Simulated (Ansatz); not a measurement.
Structure data:

```yaml
crystal:
  lattice:
    - [2.56304, 0.00000, 0.00000]
    - [-1.28152, 2.21966, 0.00000]
    - [0.00000, 0.00000, 4.61994]
  atoms:
    - { symbol: Ti, position: [0.00000, 0.00000, 0.00000] }
    - { symbol: Al, position: [0.33333, 0.66667, 0.50000] }
```

> Summarise the structure in words.

It has the composition TiAl. Its lattice is primitive hexagonal, its space group P-6m2 (No. 187). Atoms per cell: 2 (1 Ti, 1 Al). Each Ti has six Ti and six Al in a distorted anticuboctahedral arrangement (2.56 Å to Ti, 2.74 Å to Al). The Al atoms are each bonded to six Ti and six Al in a distorted anticuboctahedral arrangement (2.74 Å to Ti, 2.56 Å to Al). The bonds build a three-dimensional framework.

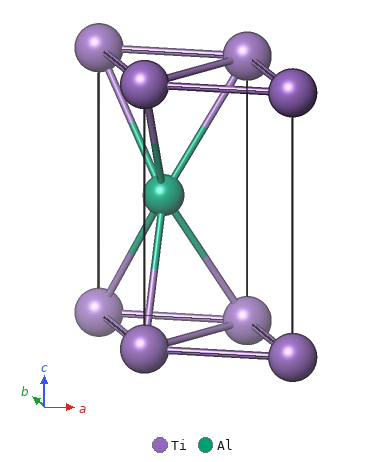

The image is a ball-and-stick drawing of a crystal, viewed slightly off an axis. Thin lines show the conventional unit cell, with boundary atoms drawn in all their periodic places.

The cell started as a structure listed in the Materials Project. The cell was then strained or its atoms displaced on purpose. It went into a calculation with Ansatz.

At this level of theory the cell isn't at rest (compressed, at 33 GPa), so its distances can differ from those at equilibrium, the more so the softer the solid.
